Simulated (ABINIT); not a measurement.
## Run report: Si, geometry relaxation (part 4 of 4)

The same run, continued: Si (P6₃/mmc, 4 atoms in the cell); Kohn-Sham DFT of a periodic cell, PBE, JTH PAW PBE v2.0, no spin polarisation (ABINIT 10.8.3); cutoff 408.17 eV, 6×6×3 k-mesh, fermi-dirac of 0.05 eV. The structure derives from a Materials Project entry.

Geometry of the input (Å; fractional positions):
```
3.8313  0.0000  0.0000
-1.9157  3.3180  0.0000
0.0000  0.0000  6.3326
Si 0.6667  0.3333  0.9370
Si 0.3333  0.6667  0.4370
Si 0.6667  0.3333  0.5630
Si 0.3333  0.6667  0.0630
```

Trajectory as extended XYZ (Å, eV, eV/Å), 8 frames, from step=0 to step=7:
```
4
Lattice="3.8313 0.0000 0.0000 -1.9157 3.3180 0.0000 0.0000 0.0000 6.3326" Properties=species:S:1:pos:R:3:forces:R:3 step=0 energy=-433.84420
Si    1.9157    1.1060    5.9336    0.0000   0.0000   0.0109
Si    0.0000    2.2120    2.7673    0.0000   0.0000   0.0109
Si    1.9157    1.1060    3.5653    0.0000   0.0000  -0.0109
Si    0.0000    2.2120    0.3990    0.0000   0.0000  -0.0109
4
Lattice="3.8370 0.0000 0.0000 -1.9185 3.3229 0.0000 0.0000 0.0000 6.3414" Properties=species:S:1:pos:R:3:forces:R:3 step=1 energy=-433.84683
Si    1.9185    1.1076    5.9420    0.0000   0.0000   0.0104
Si    0.0000    2.2153    2.7713    0.0000   0.0000   0.0104
Si    1.9185    1.1076    3.5702    0.0000   0.0000  -0.0104
Si    0.0000    2.2153    0.3995    0.0000   0.0000  -0.0104
4
Lattice="3.8514 0.0000 0.0000 -1.9257 3.3354 0.0000 0.0000 0.0000 6.3633" Properties=species:S:1:pos:R:3:forces:R:3 step=2 energy=-433.84964
Si    1.9257    1.1118    5.9629    0.0000   0.0000   0.0074
Si    0.0000    2.2236    2.7812    0.0000   0.0000   0.0074
Si    1.9257    1.1118    3.5821    0.0000   0.0000  -0.0074
Si    0.0000    2.2236    0.4005    0.0000   0.0000  -0.0074
4
Lattice="3.8518 0.0000 0.0000 -1.9259 3.3358 0.0000 0.0000 0.0000 6.3635" Properties=species:S:1:pos:R:3:forces:R:3 step=3 energy=-433.84964
Si    1.9259    1.1119    5.9631    0.0000   0.0000   0.0061
Si    0.0000    2.2238    2.7814    0.0000   0.0000   0.0061
Si    1.9259    1.1119    3.5821    0.0000   0.0000  -0.0061
Si    0.0000    2.2238    0.4004    0.0000   0.0000  -0.0061
4
Lattice="3.8523 0.0000 0.0000 -1.9261 3.3362 0.0000 0.0000 0.0000 6.3631" Properties=species:S:1:pos:R:3:forces:R:3 step=4 energy=-433.84965
Si    1.9261    1.1121    5.9630    0.0000   0.0000   0.0032
Si    0.0000    2.2241    2.7814    0.0000   0.0000   0.0032
Si    1.9261    1.1121    3.5817    0.0000   0.0000  -0.0032
Si    0.0000    2.2241    0.4002    0.0000   0.0000  -0.0032
4
Lattice="3.8525 0.0000 0.0000 -1.9263 3.3364 0.0000 0.0000 0.0000 6.3622" Properties=species:S:1:pos:R:3:forces:R:3 step=5 energy=-433.84965
Si    1.9263    1.1121    5.9623    0.0000   0.0000   0.0002
Si    0.0000    2.2243    2.7812    0.0000   0.0000   0.0002
Si    1.9263    1.1121    3.5810    0.0000   0.0000  -0.0002
Si    0.0000    2.2243    0.3999    0.0000   0.0000  -0.0002
4
Lattice="3.8525 0.0000 0.0000 -1.9263 3.3364 0.0000 0.0000 0.0000 6.3615" Properties=species:S:1:pos:R:3:forces:R:3 step=6 energy=-433.84965
Si    1.9263    1.1121    5.9617    0.0000   0.0000  -0.0007
Si    0.0000    2.2243    2.7809    0.0000   0.0000  -0.0007
Si    1.9263    1.1121    3.5805    0.0000   0.0000   0.0007
Si    0.0000    2.2243    0.3998    0.0000   0.0000   0.0007
4
Lattice="3.8525 0.0000 0.0000 -1.9262 3.3363 0.0000 0.0000 0.0000 6.3613" Properties=species:S:1:pos:R:3:forces:R:3 step=7 energy=-433.84965
Si    1.9262    1.1121    5.9615    0.0000   0.0000  -0.0005
Si    0.0000    2.2242    2.7809    0.0000   0.0000  -0.0005
Si    1.9262    1.1121    3.5804    0.0000   0.0000   0.0005
Si    0.0000    2.2242    0.3998    0.0000   0.0000   0.0005
```

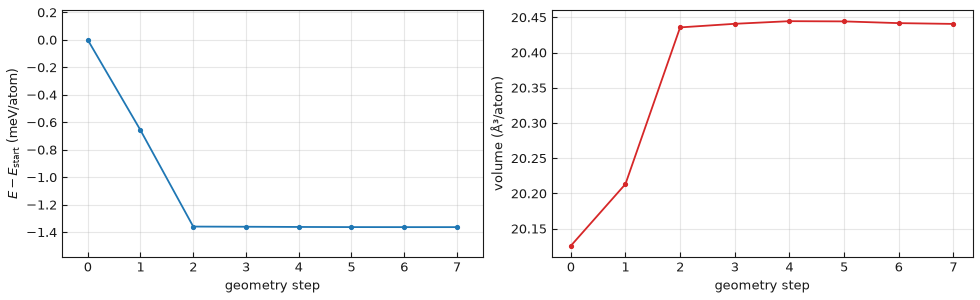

Figure 1. Progress of the relaxation, step by step (steps are counted from 0).

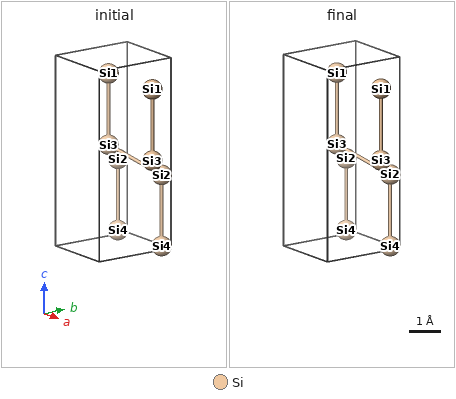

Figure 2. Before (left) and after (right) the relaxation, at one scale (ball-and-stick view of the cell of the calculation, repeated 2 × 1 × 1, seen slightly off an axis). The atoms keep their places relative to the cell (all moves are under 0.005 Å). Cell: a = b 3.831 → 3.852 Å (+0.6 %), c 6.333 → 6.361 Å (+0.5 %). Volume +1.6 %. Among the contacts that change: Si1–Si3 2.368 → 2.381 Å, Si1–Si4 2.352 → 2.364 Å. The space group stays P6_3/mmc (No. 194). After 7 geometry steps the energy has fallen by 1.4 meV per atom. Largest force component: 0.011 eV/Å at the start, 0.00046 eV/Å at the end. (Atoms are counted from 1 in the order of the input.)

Summary:

- outcome: converged
- space group (tolerance 0.01 Å): P6₃/mmc (194)
- electrons treated: 16
- free energy: −433.8497 eV
- Fermi energy: 5.570 eV
- gap on the k-point mesh: 0.46 eV
- pressure: 0.00 GPa
- final volume: 81.76 Å³
- largest force (length of the vector) at the end: under 0.001 eV/Å
- final cell: a = 3.852 Å, b = 3.852 Å, c = 6.361 Å, α = 90.00°, β = 90.00°, γ = 120.00°
- wall time: 3.5 min
- peak memory: 0.11 GiB
